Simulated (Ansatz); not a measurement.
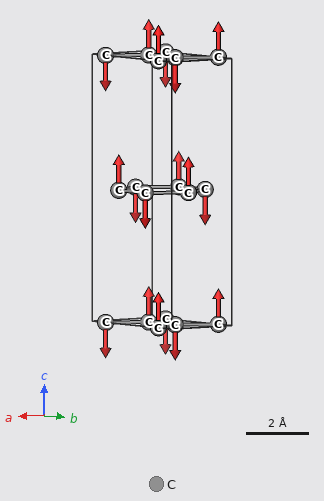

The lowest optical mode of crystalline C, space group Fmmm (No. 69), at the zone centre. The red arrows give the relative displacements of the atoms. Style: ball-and-stick. Shown: the conventional cell (4 times the calculation's cell), from a free direction. Lengths and directions refer to the drawn axes.

All numbers below come from Ansatz, DFT PBE, scalar-relativistic, plane waves, PAW. Set-up: plane-wave cutoff 420 eV; k-point mesh 14 × 14 × 14; occupations fixed; no spin polarisation.

Frequencies are those without the non-analytic (LO–TO) term.

Is this crystal at a minimum with respect to the drawn distortion?

Yes: this softest mode has a real frequency, and so have all others here. That speaks for this wave vector alone: the rest of the zone wasn't checked in this run. This is the B₃g mode at 872 cm⁻¹, the lowest optical level, Raman-active by symmetry. All motion is along c; atoms of one kind move against one another, with no net shift of their sublattice; the C–C bond lengths don't change to first order, so for these it is a bending, tilting or sliding motion.

Limits of the set-up: layers or molecules are held without a dispersion correction, so their spacing is unreliable.
